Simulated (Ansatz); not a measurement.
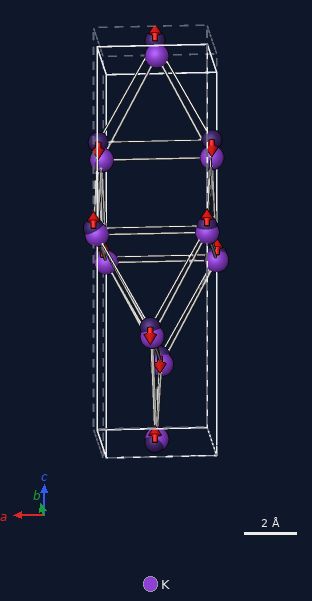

A symmetric starting cell of K, drawn pale, and a changed version of it, drawn solid. The red arrows show how the atoms are displaced (without the part that the change of the cell carries along), magnified 5 times. Besides, the cell is strained by −2.9 % along a, −3.3 % along b, −4.6 % along c (volume −10.4 %). A ball-and-stick model of the conventional cell (2 times the calculation's cell), seen from a free direction. Lengths and directions refer to the drawn axes.

The calculation used DFT PBE, scalar-relativistic, plane waves, PAW (Ansatz). Set-up: plane-wave cutoff 420 eV; k-point mesh 12 × 12 × 12; occupations gaussian; smearing width 0.1 eV; no spin polarisation.

Describe the displacements and the computed response.

Answer. Atoms are displaced by 0.14 Å relative to the cell. No relaxation follows. The starting cell wasn't computed here and needn't be at equilibrium, so pressure and forces aren't due to the change alone. The pressure is 0.4 GPa (not all of it need come from the change, since the unchanged cell can be under pressure at this level too). The principal stresses (compression positive) are 0.1 GPa along a and 0.5 GPa across it. The largest forces, 0.17 eV/Å, act on 2 K atoms of the calculation's cell. The forces point straight back along the displacements (cosine −1.00). Among the bonded contacts that change: K–K 4.589 → 4.145 to 4.649 Å, K–K 4.416 → 4.271 to 4.289 Å. The space group (tolerance 0.01 Å) goes from I4_1/amd (No. 141) to Imma (No. 74).
